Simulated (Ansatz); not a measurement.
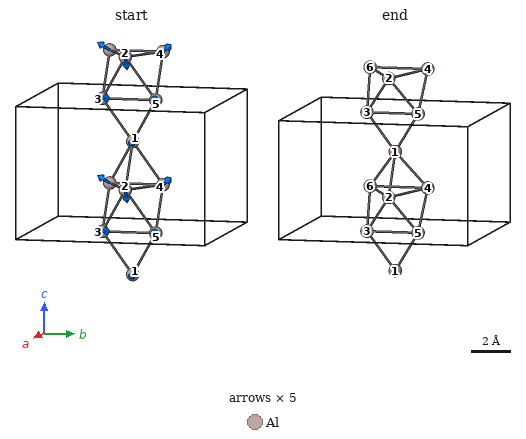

The structure of a wire of composition Al before (left) and after (right) a relaxation, at one scale. The blue arrows give the displacements (the part carried along by the change of the cell is left out), magnified 5 times.

A ball-and-stick model of the cell of the calculation, with the vacuum cut short, seen slightly off an axis.

Case: wire along [1 1 1], 6 atoms a period.

The calculation used DFT PBE, scalar-relativistic, plane waves, PAW (Ansatz 0.2.0).

Input file:
```yaml
crystal:
  lattice:
    - [11.5, 0.0, 0.0]
    - [0.0, 12.2, 0.0]
    - [0.0, 0.0, 7.0000085784]
  atoms:
    - { symbol: Al, position: [0.4641322208, 0.5, 0.6666666667] }
    - { symbol: Al, position: [0.6076033377, 0.5, 0.3333333333] }
    - { symbol: Al, position: [0.5358677792, 0.3828794453, 1.0] }
    - { symbol: Al, position: [0.3923966623, 0.6171205547, 0.3333333333] }
    - { symbol: Al, position: [0.5358677792, 0.6171205547, 1.0] }
    - { symbol: Al, position: [0.3923966623, 0.3828794453, 0.3333333333] }
basis:
  ecutwfc: 420
kpoints:
  mp_grid: { grid: [1, 1, 8] }
hamiltonian:
  xc: pbe
scf:
  occupations: { method: gaussian, width: 0.05 }
output:
  forces: true
  stress: true
  eigenvalues: true
  populations: true
  write_density: true
  write_potential: true
  elf: true
  volumetric_format: npy
relax:
  adjacent_minimum: "off"
  f_tol: 0.02
  max_steps: 45
  cell: { fix: [a, b, alpha, beta, gamma], stress_tol: 0.03 }
```

Command:
```bash
ansatz run input.yaml --threads 4 --pin off --max-ram 11264MiB --backend cpu --events-out ev --progress --plain --runs-dir out
```

### What changed between the two?

The energy falls by 0.950 eV per cell of the calculation in 6 accepted moves (7 points after the start). The largest force component goes from 0.99 to 0.0094 eV/Å. At 1 point the geometry stayed and the basis and grid were re-selected for the new cell (energy shift of 1.4 meV per cell of the calculation at most each time). The largest moves relative to the layer's centre, 0.18 Å, are those of Al4 and Al6. Along the periodic axis the drawn cell goes c 7.000 → 6.257 Å (−10.6 %). Near-neighbour distances that change, for instance: Al2–Al3 2.858 → 2.520 Å, Al1–Al3 2.858 → 2.590 Å, Al3–Al6 2.858 → 2.618 Å, Al4–Al6 2.858 → 3.086 Å. Bond angles that change, for instance: Al4–Al1–Al6 60.0° → 71.8°, Al3–Al1–Al6 120.0° → 111.8°, Al4–Al2–Al6 60.0° → 67.6°. The run took 23 s on 4 threads of Arm Neoverse V2, on a shared host, peak memory 0.91 GiB.

Limits of the set-up: the k-point mesh is coarse for a cell with partly filled bands.
